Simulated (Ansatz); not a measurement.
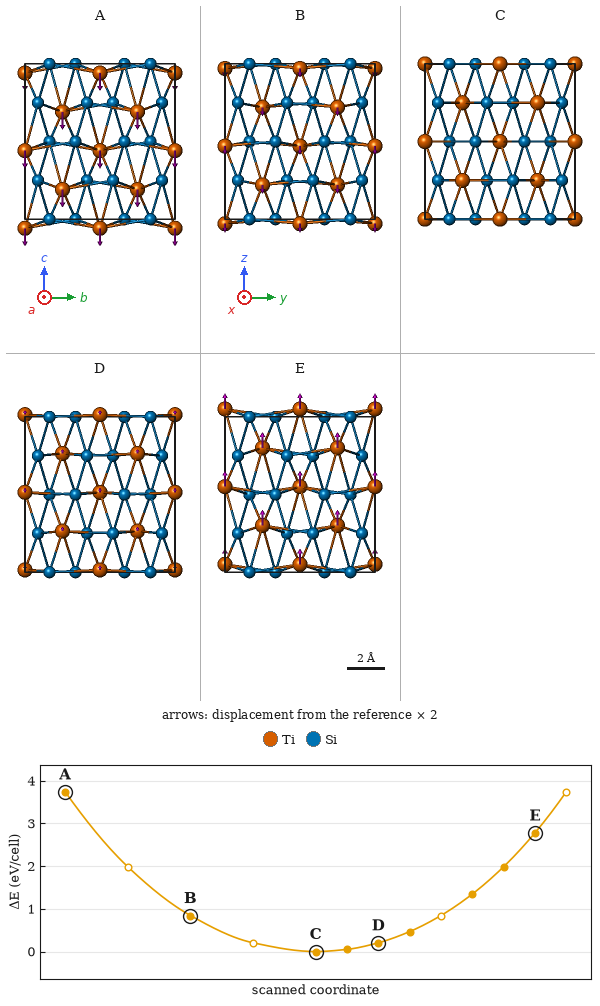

A scan of a crystal of TiSi$_{2}$ (Fddd) along one coordinate. Hollow markers are points alike by symmetry, not computed again. A ball-and-stick model of the conventional cell (4 times the calculation's cell), seen along the a axis. Purple arrows: displacements from the reference. Lengths and directions refer to the drawn axes.

These are results of DFT PBE, scalar-relativistic, plane waves, PAW in Ansatz, not measurements. Settings: plane-wave cutoff 420 eV; k-point mesh 14 × 14 × 14; occupations gaussian; smearing width 0.15 eV; no spin polarisation. Energies (free energies at the smearing named) are counted from the relaxed crystal.

> Which coordinate changes from frame to frame?

The whole Ti sublattice is shifted rigidly, along Cartesian [0 0 1], all else fixed. In the frames the displacement is −0.50 Å (A), −0.25 Å (B), 0.00 Å (C), 0.125 Å (D), 0.4375 Å (E). Of the computed points the lowest is at the displacement 0.00 Å, 0.00 eV/cell. At the ends of the scan the energy is 3.74 eV/cell (−0.50 Å) and 3.74 eV/cell (0.50 Å). The curvature at zero is about 26 eV/Å² per cell. The well is symmetric. At the highest point the shortest interatomic distance is 2.16 Å, against 2.53 Å in the reference. The distortion takes the space group from Fddd to Fdd2.
